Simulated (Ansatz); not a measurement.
## Energy of Sb along an even scaling of the cell

System: Sb (P6₃/mmc, 4 atoms in the cell).
Method: DFT, LDA (PW92), plane waves (420 eV) with PAW, scalar-relativistic, no spin polarisation (Ansatz 0.2.0).

The 5 runs differ only in the geometry, by an even scaling of the cell at fixed fractional positions.

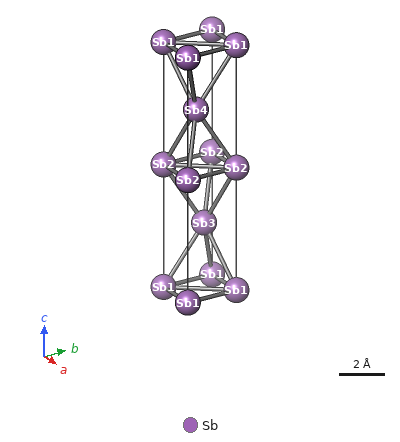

Figure 1. The structure of run 3 (ball-and-stick view of the cell of the calculation, seen slightly off an axis; atoms are numbered from 1 in the order of the input).

**Input of run 3**
```yaml
crystal:
  lattice:
    - [3.3146815311, 0.0, 0.0]
    - [-1.6573407655, 2.8705984114, 0.0]
    - [0.0, 0.0, 11.2239992696]
  atoms:
    - { symbol: Sb, position: [1.0, 1.0, 1.0] }
    - { symbol: Sb, position: [1.0, 1.0, 0.5] }
    - { symbol: Sb, position: [0.3333333333, 0.6666666667, 0.25] }
    - { symbol: Sb, position: [0.6666666667, 0.3333333333, 0.75] }
hamiltonian:
  xc: lda
  pseudopotentials:
    kind: paw
    azcp:
      Sb: "pseudopotentials/Sb.paw.azcp"
basis:
  ecutwfc: 420
  fft_grid_basis: typed
kpoints:
  mp_grid: { grid: [13, 13, 4], shift: [0, 0, 0] }
magnetization:
  spin_polarized: false
scf:
  occupations: { method: fermi_dirac, width: 0.1 }
  lower_state_search: "off"
output:
  stress: true
```

Command:
```bash
ansatz run input.yaml --threads 2 --pin off --max-ram 5120MiB --backend cpu --events-out ev --progress --plain --runs-dir out
```

Run 2 differs from it as follows:
```diff
-    - [3.3146815311, 0.0, 0.0]
-    - [-1.6573407655, 2.8705984114, 0.0]
-    - [0.0, 0.0, 11.2239992696]
+    - [3.227412225, 0.0, 0.0]
+    - [-1.6137061125, 2.7950209754, 0.0]
+    - [0.0, 0.0, 10.9284925616]
```

**Results, with one run withheld**

```csv
run,volume per atom (Å³),"free energy per atom, from the lowest run given (meV)",pressure (GPa)
1,22.592,100.61,12.31
2,24.646,?,?
3,26.699,0.00,−2.34
4,27.726,21.77,−4.38
5,28.753,55.33,−6.03
```

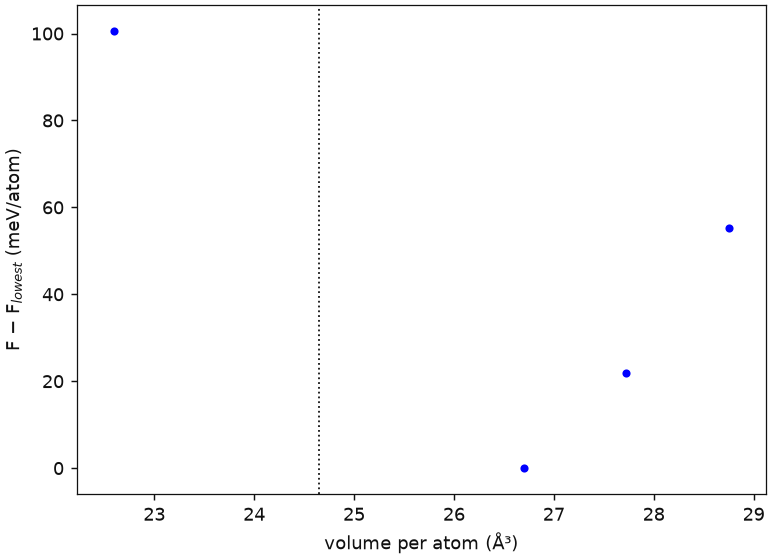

Figure 2. Free energy per atom of the runs given; the dotted line marks run 2.

What should run 2 give?

A quadratic polynomial in V^(−2/3) (the Birch–Murnaghan form), fitted to the 4 runs given, misses them by at most 0.16 meV per atom. With x = V^(−2/3) − 0.11320 Å⁻², it reads F = −4.7384 − 2643.6 x + 9.6167e+05 x² (meV per atom). At run 2 it gives 5.25 meV per atom, and the run itself gives 4.15. The slope of the fit gives a pressure −dF/dV of 3.45 GPa there, and the run prints 3.40 GPa. The fit has its minimum at 25.785 Å³ per atom, where V d²F/dV² gives 69.7 GPa. Cell shape and fractional positions are held, so this is the stiffness under even scaling; the relaxed bulk modulus wasn't computed. So low a polynomial doesn't follow these energies more closely.

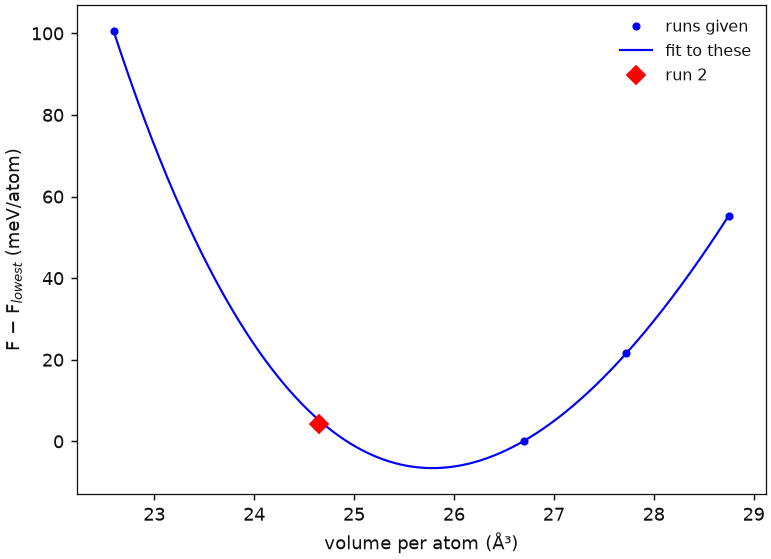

Figure 3. The fit and the withheld run.

**Output, shortened to warnings, some set-up lines, iterations and results (run 2)**
```
Warning: [file] the record states the generating functional pbe (its physics header spells it `PBE`), which answers neither for hamiltonian.xc's functional nor for the lda family's — results may be inconsistent (PPs are generated against a specific XC)
Basis set: ecut = 420 eV, 1957 PW (Γ)
Symmetry: 24 space group operations
k-points: 63 of 676
Initial density: superposition of atomic densities (neutral atoms: chi_scale 0, normalization atom), corrected by the library's trained network
[...]
SCF iter   1: F=—  HF=-25342.244913 eV  |F-HF|=—  |Δ(HF+E_count)|=         —  Δρ=7.28e-3  dr2=2.17e-2  ethr=1.77e-3  ⟨swp⟩=7.2  Hψ=9318  notcnv=0
SCF iter   2: F=—  HF=-25342.235736 eV  |F-HF|=—  |Δ(HF+E_count)|=   9.18e-3  Δρ=4.04e-3  dr2=7.30e-3  ethr=3.62e-5  ⟨swp⟩=1.3  Hψ=3052  notcnv=0
SCF iter   3: F=—  HF=-25342.233053 eV  |F-HF|=—  |Δ(HF+E_count)|=   2.68e-3  Δρ=5.07e-4  dr2=3.63e-4  ethr=1.22e-5  ⟨swp⟩=2.1  Hψ=3408  notcnv=0
SCF iter   4: F=—  HF=-25342.232973 eV  |F-HF|=—  |Δ(HF+E_count)|=   7.98e-5  Δρ=3.99e-4  dr2=7.10e-5  ethr=6.05e-7  ⟨swp⟩=2.0  Hψ=4069  notcnv=0
SCF iter   5: F=—  HF=-25342.232906 eV  |F-HF|=—  |Δ(HF+E_count)|=   6.75e-5  Δρ=4.44e-5  dr2=2.84e-6  ethr=1.18e-7  ⟨swp⟩=2.0  Hψ=4064  notcnv=0
SCF iter   6: F=—  HF=-25342.232905 eV  |F-HF|=—  |Δ(HF+E_count)|=   4.76e-8  Δρ=2.12e-5  dr2=6.42e-7  ethr=4.73e-9  ⟨swp⟩=1.0  Hψ=2183  notcnv=0
SCF iter   7: F=-25342.232905 eV  HF=-25342.232905 eV  |F-HF|=6.58e-9  |Δ(HF+E_count)|=   2.22e-7  Δρ=3.00e-6  dr2=1.10e-8  ethr=1.67e-10  ⟨swp⟩=3.0  Hψ=9088  notcnv=0
SCF 1 converged in 7 iterations: F = -25342.232905 eV  dr2 = 1.10e-8
SCF converged after 7 iterations
Free energy (F): -25342.232905 eV
Harris-Foulkes:  -25342.232905 eV  (|F-HF|=6.58e-9)
Internal energy: -25342.148549 eV  (E = F + TS)
E sigma→0 (E₀):  -25342.190727 eV
Entropy (-TS):   -0.084356 eV (-21.089 meV/atom)
Fermi energy:    12.848830 eV
--- Per-component energies (eV) ---
  E_band       = -509.259929
  E_kinetic    = 838.409123
  E_local      = -5473.643018  (includes V_loc(G=0)·N_el)
  E_nonlocal   = 1463.398510
  E_hartree    = 2516.024262
  E_xc         = -555.643479
  E_vxc        = -394.576493  (∫ρ·V_xc dr)
  E_paw        = -17703.043408  (= ΣΔE_a)
  E_vpaw       = -1974.892267  (= ΣTr[D̂ρ^β])
  E_aug_tail   = -0.000008  (compensation charges beyond the density's cutoff)
  E_ewald      = -6429.885827
  E_core_change = 2.235294  (= ΣΔE_core)
  E_smearing   = -0.084356  (= −TS)
  E_closure    = -0.000000  (closes the sum)
  Σ components = -25342.232905   (vs F -25342.232905, Δ=0.00e0)
--- Stress (GPa, compression-positive) ---
        3.658106       0.000000       0.000000
        0.000000       3.658106       0.000000
        0.000000       0.000000       2.885072
  P = ⅓ Tr σ = 3.4004 GPa (34.004 kbar)
```

The program warns: the PAW datasets were made with another functional.
